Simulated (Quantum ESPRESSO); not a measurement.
# Relax calculation, with input and output: Nd (part 2 of 2)

Nd (P6₃/mmc, 4 atoms in the cell); Kohn-Sham DFT of a periodic cell, RPBE, DFT+U, JTH 2.0 PBE, spin-polarised (Quantum ESPRESSO 7.5); cutoff 680.28 eV, 3×3×1 k-mesh, cold smearing of 0.1 eV, collinear spins. The structure derives from an entry of the Crystallography Open Database. The run did not end well. The geometry was changed: volume scaled by 1.25. The settings of this run were made unusual or wrong on purpose.

Geometry of the input (Å; fractional positions):
```
3.9404  0.0000  0.0000
-1.9702  3.4124  0.0000
0.0000  0.0000  12.7103
Nd 0.6667  0.3333  0.2500
Nd 0.3333  0.6667  0.7500
Nd 0.0000  0.0000  0.5000
Nd 0.0000  0.0000  0.0000
```

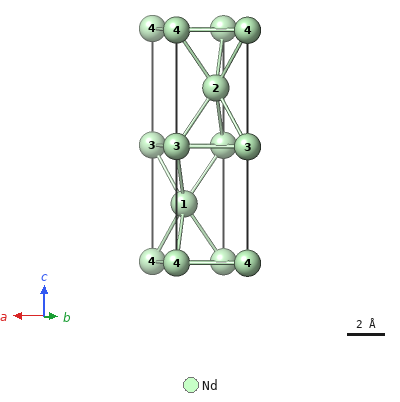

**Figure 1.** The input geometry (ball-and-stick view of the cell of the calculation, seen at an oblique angle; atoms are numbered from 1 in the order of the input). An atom can appear more than once, as a periodic image.

### What the program printed, continued
```
     =================== HUBBARD OCCUPATIONS ===================
     ------------------------ ATOM    1 ------------------------
     Tr[ns(  1)] (up, down, total) =   5.05800  0.00152  5.05952
     Atomic magnetic moment for atom   1 =   5.05648
     SPIN  1
     eigenvalues:
       0.017  0.297  0.927  0.951  0.952  0.954  0.961
     eigenvectors (columns):
       0.500 -0.552 -0.032  0.550  0.336  0.133  0.102
      -0.107  0.042 -0.121  0.023  0.268 -0.710  0.630
       0.621  0.715  0.203  0.002  0.186  0.099  0.130
       0.530 -0.365  0.166 -0.503 -0.487 -0.240  0.101
       0.201 -0.001 -0.833 -0.404  0.280  0.096 -0.122
      -0.126 -0.035 -0.086 -0.096 -0.191  0.615  0.742
       0.118  0.218 -0.463  0.521 -0.655 -0.153  0.003
     occupation matrix ns (before diag.):
       0.518  0.066 -0.032 -0.380 -0.095  0.047  0.023
       0.066  0.944  0.044  0.064  0.017 -0.009  0.005
      -0.032  0.044  0.255 -0.138 -0.112  0.091 -0.169
      -0.380  0.064 -0.138  0.601 -0.097  0.055 -0.004
      -0.095  0.017 -0.112 -0.097  0.897  0.021 -0.031
       0.047 -0.009  0.091  0.055  0.021  0.941  0.018
       0.023  0.005 -0.169 -0.004 -0.031  0.018  0.902
     SPIN  2
     eigenvalues:
       0.000  0.000  0.000  0.000  0.000  0.000  0.000
     eigenvectors (columns):
       0.112 -0.030  0.291  0.247 -0.657 -0.577  0.275
      -0.068  0.120 -0.069  0.105  0.175 -0.578 -0.775
      -0.100  0.006 -0.000 -0.323  0.563 -0.557  0.508
       0.203 -0.577 -0.743  0.223 -0.035 -0.133  0.081
       0.096  0.802 -0.496  0.245 -0.049 -0.020  0.197
      -0.948 -0.041 -0.212 -0.012 -0.229 -0.010  0.050
      -0.156 -0.085  0.260  0.845  0.405  0.068  0.133
     occupation matrix ns (before diag.):
       0.000 -0.000  0.000  0.000  0.000  0.000 -0.000
      -0.000  0.000 -0.000  0.000 -0.000 -0.000 -0.000
       0.000 -0.000  0.000  0.000  0.000 -0.000  0.000
       0.000  0.000  0.000  0.000  0.000  0.000  0.000
       0.000 -0.000  0.000  0.000  0.000  0.000  0.000
       0.000 -0.000 -0.000  0.000  0.000  0.000 -0.000
      -0.000 -0.000  0.000  0.000  0.000 -0.000  0.000
     ------------------------ ATOM    2 ------------------------
     Tr[ns(  2)] (up, down, total) =   0.01835  0.00159  0.01994
     Atomic magnetic moment for atom   2 =   0.01676
     SPIN  1
     eigenvalues:
       0.000  0.001  0.001  0.001  0.002  0.005  0.007
     eigenvectors (columns):
      -0.197 -0.400 -0.328  0.463 -0.669 -0.047  0.171
       0.097 -0.459  0.495 -0.540 -0.428 -0.056 -0.239
       0.126  0.574  0.311  0.239 -0.365 -0.585 -0.157
       0.180  0.445 -0.266 -0.482 -0.426  0.280  0.455
      -0.205 -0.070 -0.595 -0.433  0.082 -0.601 -0.210
      -0.912  0.254  0.191 -0.110 -0.091  0.192 -0.096
      -0.171 -0.181  0.300 -0.066  0.198 -0.419  0.793
     occupation matrix ns (before diag.):
       0.002 -0.000  0.000  0.001 -0.000 -0.000  0.001
      -0.000  0.002  0.000 -0.001  0.001  0.000 -0.001
       0.000  0.000  0.003 -0.001  0.002 -0.000  0.000
       0.001 -0.001 -0.001  0.003 -0.001  0.000  0.002
      -0.000  0.001  0.002 -0.001  0.003 -0.000  0.000
      -0.000  0.000 -0.000  0.000 -0.000  0.001 -0.001
       0.001 -0.001  0.000  0.002  0.000 -0.001  0.006
     SPIN  2
     eigenvalues:
       0.000  0.000  0.000  0.000  0.000  0.000  0.000
     eigenvectors (columns):
       0.642 -0.143  0.726 -0.018 -0.072  0.170  0.073
       0.040  0.127 -0.089 -0.413 -0.160 -0.147  0.870
      -0.080 -0.075 -0.192  0.020 -0.085  0.960  0.151
      -0.208  0.038  0.147 -0.649 -0.598  0.038 -0.393
       0.589 -0.479 -0.596 -0.157 -0.130 -0.095 -0.133
      -0.029 -0.100  0.055 -0.615  0.765  0.099 -0.113
       0.434  0.847 -0.218 -0.071  0.048  0.092 -0.175
     occupation matrix ns (before diag.):
       0.000  0.000  0.000  0.000 -0.000 -0.000 -0.000
       0.000  0.000  0.000 -0.000 -0.000 -0.000 -0.000
       0.000  0.000  0.000 -0.000 -0.000  0.000  0.000
       0.000 -0.000 -0.000  0.000  0.000 -0.000  0.000
      -0.000 -0.000 -0.000  0.000  0.000 -0.000 -0.000
      -0.000 -0.000  0.000 -0.000 -0.000  0.000  0.000
      -0.000 -0.000  0.000  0.000 -0.000  0.000  0.000
     ------------------------ ATOM    3 ------------------------
     Tr[ns(  3)] (up, down, total) =   6.59804  3.74696 10.34500
     Atomic magnetic moment for atom   3 =   2.85107
     SPIN  1
     eigenvalues:
       0.936  0.939  0.942  0.943  0.944  0.946  0.948
     eigenvectors (columns):
       0.461 -0.265 -0.439 -0.230  0.417  0.290  0.463
      -0.037 -0.510  0.427  0.139  0.658 -0.117 -0.300
      -0.677 -0.419 -0.552 -0.009 -0.013 -0.238  0.068
       0.463 -0.465 -0.034 -0.333 -0.436 -0.453 -0.249
      -0.310  0.049  0.417 -0.786  0.055 -0.051  0.324
      -0.075 -0.514  0.353  0.286 -0.440  0.425  0.386
      -0.108 -0.107 -0.145 -0.343 -0.081  0.676 -0.612
     occupation matrix ns (before diag.):
       0.943 -0.001  0.001 -0.003  0.002  0.001 -0.001
      -0.001  0.943 -0.001 -0.001 -0.001 -0.002  0.001
       0.001 -0.001  0.939  0.001 -0.001 -0.001 -0.001
      -0.003 -0.001  0.001  0.942  0.001 -0.002  0.000
       0.002 -0.001 -0.001  0.001  0.943  0.000 -0.001
       0.001 -0.002 -0.001 -0.002  0.000  0.943 -0.001
      -0.001  0.001 -0.001  0.000 -0.001 -0.001  0.946
     SPIN  2
     eigenvalues:
       0.000  0.002  0.016  0.920  0.924  0.925  0.961
     eigenvectors (columns):
       0.021 -0.061 -0.740  0.357  0.525 -0.202 -0.064
      -0.238 -0.371  0.195  0.307 -0.069 -0.002 -0.818
      -0.227  0.146  0.068  0.604 -0.454 -0.522  0.282
      -0.157  0.645  0.248  0.423  0.316  0.465 -0.057
       0.542  0.130 -0.385  0.206 -0.565  0.382 -0.184
       0.748  0.066  0.405  0.146  0.282 -0.395 -0.119
       0.115 -0.632  0.190  0.414  0.120  0.411  0.443
     occupation matrix ns (before diag.):
       0.422  0.116  0.057  0.206 -0.262  0.261  0.088
       0.116  0.734 -0.021  0.144  0.237  0.119 -0.238
       0.057 -0.021  0.854 -0.137  0.117  0.122  0.101
       0.206  0.144 -0.137  0.461  0.088 -0.022  0.349
      -0.262  0.237  0.117  0.088  0.504 -0.240  0.081
       0.261  0.119  0.122 -0.022 -0.240  0.254 -0.113
       0.088 -0.238  0.101  0.349  0.081 -0.113  0.517
     ------------------------ ATOM    4 ------------------------
     Tr[ns(  4)] (up, down, total) =   2.08794  0.00174  2.08967
     Atomic magnetic moment for atom   4 =   2.08620
     SPIN  1
     eigenvalues:
       0.002  0.003  0.006  0.017  0.225  0.881  0.954
     eigenvectors (columns):
       0.001  0.143 -0.696  0.145 -0.183 -0.662  0.051
      -0.334 -0.653  0.039  0.123  0.320 -0.283 -0.513
       0.489 -0.649 -0.033  0.009  0.046 -0.072  0.575
       0.303  0.077  0.568  0.516 -0.385 -0.373 -0.162
      -0.654  0.075  0.285  0.187  0.140 -0.234  0.614
      -0.330 -0.322  0.014 -0.338 -0.818  0.068 -0.003
       0.146  0.131  0.331 -0.741  0.158 -0.527 -0.025
     occupation matrix ns (before diag.):
       0.400  0.127  0.068  0.224  0.160 -0.007  0.297
       0.127  0.346 -0.259  0.145 -0.231 -0.074  0.153
       0.068 -0.259  0.323 -0.069  0.352 -0.014  0.021
       0.224  0.145 -0.069  0.188 -0.028  0.046  0.158
       0.160 -0.231  0.352 -0.028  0.414 -0.042  0.097
      -0.007 -0.074 -0.014  0.046 -0.042  0.157 -0.056
       0.297  0.153  0.021  0.158  0.097 -0.056  0.261
     SPIN  2
     eigenvalues:
       0.000  0.000  0.000  0.000  0.000  0.000  0.001
     eigenvectors (columns):
       0.023  0.302  0.582  0.586 -0.429 -0.198  0.056
      -0.357  0.375 -0.276 -0.150 -0.079 -0.673 -0.417
      -0.341 -0.390 -0.125 -0.001 -0.182 -0.408  0.719
      -0.625 -0.463  0.111  0.073 -0.310  0.313 -0.428
      -0.438  0.622 -0.247 -0.004 -0.109  0.486  0.335
      -0.417  0.058  0.476  0.040  0.764 -0.081  0.064
       0.009  0.109  0.519 -0.792 -0.291  0.004  0.082
     occupation matrix ns (before diag.):
       0.000  0.000  0.000  0.000 -0.000 -0.000 -0.000
       0.000  0.000 -0.000 -0.000 -0.000 -0.000 -0.000
       0.000 -0.000  0.000 -0.000  0.000  0.000  0.000
       0.000 -0.000 -0.000  0.000 -0.000 -0.000 -0.000
      -0.000 -0.000  0.000 -0.000  0.000 -0.000  0.000
      -0.000 -0.000  0.000 -0.000 -0.000  0.000 -0.000
      -0.000 -0.000  0.000 -0.000  0.000 -0.000  0.000

     Number of occupied Hubbard levels =   17.5141

     WARNING!!! Modifying starting ns matrices according to input values

     =================== HUBBARD OCCUPATIONS ===================
     ------------------------ ATOM    1 ------------------------
     Tr[ns(  1)] (up, down, total) =   3.00000  0.00000  3.00000
     Atomic magnetic moment for atom   1 =   3.00000
     SPIN  1
     eigenvalues:
      -0.000 -0.000  0.000  0.000  1.000  1.000  1.000
     eigenvectors (columns):
      -0.230  0.524  0.541 -0.244  0.558  0.091 -0.043
      -0.667 -0.172  0.053  0.058 -0.020 -0.720  0.023
       0.090 -0.567  0.718  0.323 -0.021  0.126 -0.186
       0.111  0.610  0.246  0.465 -0.541 -0.181 -0.110
       0.048 -0.030  0.291 -0.215 -0.260  0.003  0.893
      -0.624  0.030 -0.155  0.436 -0.028  0.602  0.180
       0.300  0.028 -0.142  0.616  0.572 -0.250  0.347
     occupation matrix ns (before diag.):
       0.321 -0.078  0.008 -0.314 -0.183  0.032  0.281
      -0.078  0.519 -0.095  0.139  0.024 -0.428  0.177
       0.008 -0.095  0.051  0.009 -0.161  0.043 -0.108
      -0.314  0.139  0.009  0.338  0.042 -0.114 -0.302
      -0.183  0.024 -0.161  0.042  0.866  0.170  0.160
       0.032 -0.428  0.043 -0.114  0.170  0.395 -0.104
       0.281  0.177 -0.108 -0.302  0.160 -0.104  0.510
     SPIN  2
     eigenvalues:
       0.000  0.000  0.000  0.000  0.000  0.000  0.000
     eigenvectors (columns):
       1.000  0.000  0.000  0.000  0.000  0.000  0.000
       0.000  1.000  0.000  0.000  0.000  0.000  0.000
       0.000  0.000  1.000  0.000  0.000  0.000  0.000
       0.000  0.000  0.000  1.000  0.000  0.000  0.000
       0.000  0.000  0.000  0.000  1.000  0.000  0.000
       0.000  0.000  0.000  0.000  0.000  1.000  0.000
       0.000  0.000  0.000  0.000  0.000  0.000  1.000
     occupation matrix ns (before diag.):
       0.000  0.000  0.000  0.000  0.000  0.000  0.000
       0.000  0.000  0.000  0.000  0.000  0.000  0.000
       0.000  0.000  0.000  0.000  0.000  0.000  0.000
       0.000  0.000  0.000  0.000  0.000  0.000  0.000
       0.000  0.000  0.000  0.000  0.000  0.000  0.000
       0.000  0.000  0.000  0.000  0.000  0.000  0.000
       0.000  0.000  0.000  0.000  0.000  0.000  0.000
     ------------------------ ATOM    2 ------------------------
     Tr[ns(  2)] (up, down, total) =   3.00000  0.00000  3.00000
     Atomic magnetic moment for atom   2 =   3.00000
     SPIN  1
     eigenvalues:
      -0.000  0.000  0.000  0.000  1.000  1.000  1.000
     eigenvectors (columns):
       0.141 -0.793 -0.149  0.075  0.396 -0.362  0.189
      -0.304 -0.595  0.110 -0.035 -0.600  0.397 -0.148
      -0.297  0.126 -0.565  0.284 -0.411 -0.293  0.492
       0.152 -0.025 -0.767 -0.080  0.218  0.525 -0.241
      -0.028 -0.000  0.231  0.208  0.262  0.589  0.698
       0.420 -0.012  0.067  0.856 -0.143  0.051 -0.250
       0.774 -0.030 -0.023 -0.360 -0.421 -0.000  0.305
     occupation matrix ns (before diag.):
       0.324 -0.410  0.036 -0.149  0.023 -0.123 -0.109
      -0.410  0.540  0.057  0.113 -0.027  0.144  0.207
       0.036  0.057  0.496 -0.362  0.063 -0.079  0.323
      -0.149  0.113 -0.362  0.382  0.199  0.056 -0.165
       0.023 -0.027  0.063  0.199  0.902 -0.182  0.102
      -0.123  0.144 -0.079  0.056 -0.182  0.086 -0.016
      -0.109  0.207  0.323 -0.165  0.102 -0.016  0.270
     SPIN  2
     eigenvalues:
       0.000  0.000  0.000  0.000  0.000  0.000  0.000
     eigenvectors (columns):
       1.000  0.000  0.000  0.000  0.000  0.000  0.000
       0.000  1.000  0.000  0.000  0.000  0.000  0.000
       0.000  0.000  1.000  0.000  0.000  0.000  0.000
       0.000  0.000  0.000  1.000  0.000  0.000  0.000
       0.000  0.000  0.000  0.000  1.000  0.000  0.000
       0.000  0.000  0.000  0.000  0.000  1.000  0.000
       0.000  0.000  0.000  0.000  0.000  0.000  1.000
     occupation matrix ns (before diag.):
       0.000  0.000  0.000  0.000  0.000  0.000  0.000
       0.000  0.000  0.000  0.000  0.000  0.000  0.000
       0.000  0.000  0.000  0.000  0.000  0.000  0.000
       0.000  0.000  0.000  0.000  0.000  0.000  0.000
       0.000  0.000  0.000  0.000  0.000  0.000  0.000
       0.000  0.000  0.000  0.000  0.000  0.000  0.000
       0.000  0.000  0.000  0.000  0.000  0.000  0.000
     ------------------------ ATOM    3 ------------------------
     Tr[ns(  3)] (up, down, total) =   3.00000  0.00000  3.00000
     Atomic magnetic moment for atom   3 =   3.00000
     SPIN  1
     eigenvalues:
      -0.000 -0.000  0.000  0.000  1.000  1.000  1.000
     eigenvectors (columns):
      -0.597  0.540 -0.021 -0.150 -0.300  0.168  0.459
       0.282  0.825 -0.009  0.158  0.352 -0.080 -0.292
       0.184  0.073  0.434  0.641 -0.590 -0.108  0.035
       0.143  0.084  0.530 -0.612 -0.117 -0.550  0.038
      -0.211 -0.093  0.013  0.391  0.489 -0.562  0.488
      -0.276 -0.080  0.726  0.062  0.417  0.450 -0.103
       0.624  0.037  0.060 -0.103  0.104  0.364  0.672
     occupation matrix ns (before diag.):
       0.329 -0.253  0.175 -0.040 -0.017 -0.097  0.338
      -0.253  0.216 -0.209 -0.008  0.075  0.141 -0.189
       0.175 -0.209  0.361  0.130 -0.211 -0.298 -0.077
      -0.040 -0.008  0.130  0.318  0.271 -0.300 -0.187
      -0.017  0.075 -0.211  0.271  0.793 -0.099  0.175
      -0.097  0.141 -0.298 -0.300 -0.099  0.387  0.138
       0.338 -0.189 -0.077 -0.187  0.175  0.138  0.596
     SPIN  2
     eigenvalues:
       0.000  0.000  0.000  0.000  0.000  0.000  0.000
     eigenvectors (columns):
       1.000  0.000  0.000  0.000  0.000  0.000  0.000
       0.000  1.000  0.000  0.000  0.000  0.000  0.000
       0.000  0.000  1.000  0.000  0.000  0.000  0.000
       0.000  0.000  0.000  1.000  0.000  0.000  0.000
       0.000  0.000  0.000  0.000  1.000  0.000  0.000
       0.000  0.000  0.000  0.000  0.000  1.000  0.000
       0.000  0.000  0.000  0.000  0.000  0.000  1.000
     occupation matrix ns (before diag.):
       0.000  0.000  0.000  0.000  0.000  0.000  0.000
       0.000  0.000  0.000  0.000  0.000  0.000  0.000
       0.000  0.000  0.000  0.000  0.000  0.000  0.000
       0.000  0.000  0.000  0.000  0.000  0.000  0.000
       0.000  0.000  0.000  0.000  0.000  0.000  0.000
       0.000  0.000  0.000  0.000  0.000  0.000  0.000
       0.000  0.000  0.000  0.000  0.000  0.000  0.000
     ------------------------ ATOM    4 ------------------------
     Tr[ns(  4)] (up, down, total) =   3.00000  0.00000  3.00000
     Atomic magnetic moment for atom   4 =   3.00000
     SPIN  1
     eigenvalues:
      -0.000  0.000  0.000  0.000  1.000  1.000  1.000
     eigenvectors (columns):
       0.026  0.059  0.228  0.025 -0.924  0.279 -0.111
       0.352  0.136 -0.827 -0.276 -0.108  0.193 -0.219
       0.106 -0.985 -0.063 -0.088 -0.061  0.046 -0.021
      -0.003  0.023  0.360 -0.377  0.249  0.251 -0.776
       0.284 -0.034 -0.051  0.863  0.118  0.197 -0.343
       0.848  0.075  0.357 -0.169  0.105  0.100  0.312
      -0.252 -0.004 -0.019 -0.010  0.211  0.878  0.348
     occupation matrix ns (before diag.):
       0.943  0.178  0.072 -0.074 -0.016 -0.104  0.011
       0.178  0.097  0.020  0.191  0.101 -0.060  0.071
       0.072  0.020  0.006  0.013  0.009 -0.008  0.021
      -0.074  0.191  0.013  0.728  0.346 -0.191  0.003
      -0.016  0.101  0.009  0.346  0.171 -0.075  0.079
      -0.104 -0.060 -0.008 -0.191 -0.075  0.119  0.219
       0.011  0.071  0.021  0.003  0.079  0.219  0.936
     SPIN  2
     eigenvalues:
       0.000  0.000  0.000  0.000  0.000  0.000  0.000
     eigenvectors (columns):
       1.000  0.000  0.000  0.000  0.000  0.000  0.000
       0.000  1.000  0.000  0.000  0.000  0.000  0.000
       0.000  0.000  1.000  0.000  0.000  0.000  0.000
       0.000  0.000  0.000  1.000  0.000  0.000  0.000
       0.000  0.000  0.000  0.000  1.000  0.000  0.000
       0.000  0.000  0.000  0.000  0.000  1.000  0.000
       0.000  0.000  0.000  0.000  0.000  0.000  1.000
     occupation matrix ns (before diag.):
       0.000  0.000  0.000  0.000  0.000  0.000  0.000
       0.000  0.000  0.000  0.000  0.000  0.000  0.000
       0.000  0.000  0.000  0.000  0.000  0.000  0.000
       0.000  0.000  0.000  0.000  0.000  0.000  0.000
       0.000  0.000  0.000  0.000  0.000  0.000  0.000
       0.000  0.000  0.000  0.000  0.000  0.000  0.000
       0.000  0.000  0.000  0.000  0.000  0.000  0.000

     Number of occupied Hubbard levels =   12.0000

     total energy              =   -2110.52774790 Ry
     estimated scf accuracy    <      63.77787829 Ry

     total magnetization       =    11.86 Bohr mag/cell
     absolute magnetization    =    11.86 Bohr mag/cell

     iteration #  2     ecut=    50.00 Ry     beta= 0.30
     Davidson diagonalization with overlap
     ethr =  1.00E-02,  avg # of iterations = 10.8

     total energy              =   -2139.90490628 Ry
     estimated scf accuracy    <     711.56876300 Ry

     total magnetization       =     0.61 Bohr mag/cell
     absolute magnetization    =     0.70 Bohr mag/cell

     iteration #  3     ecut=    50.00 Ry     beta= 0.30
     Davidson diagonalization with overlap
     ethr =  1.00E-02,  avg # of iterations = 10.0

     total energy              =   -2151.14481351 Ry
     estimated scf accuracy    <     135.82351022 Ry

     total magnetization       =    11.60 Bohr mag/cell
     absolute magnetization    =    12.81 Bohr mag/cell

     End of self-consistent calculation

     convergence NOT achieved after   3 iterations: stopping

=------------------------------------------------------------------------------=
   JOB DONE.
=------------------------------------------------------------------------------=
```

### What the run reported

- outcome: not converged
- space group (tolerance 0.01 Å): P6₃/mmc (194)
- electrons treated: 56
- free energy: −29267.8162 eV
- gap on the k-point mesh: none (metallic)
- net moment of the cell: 11.60 μB
- integrated absolute moment: 12.81 μB
- hardware: 1 thread of Intel Xeon @ 2.80GHz (Skylake/Cascade Lake), 24 GiB of memory available, shared host
- wall time: 63 s
- peak memory: 1.1 GiB

### Diagnosis

Some settings of this run were drawn to be unusual or wrong (electron_maxstep set to 3). The run did not converge. Its last values are not results. Further notes kept with the run: potentials made for another functional. Points of doubt noted for this run: coarse mesh; potentials made for another functional.
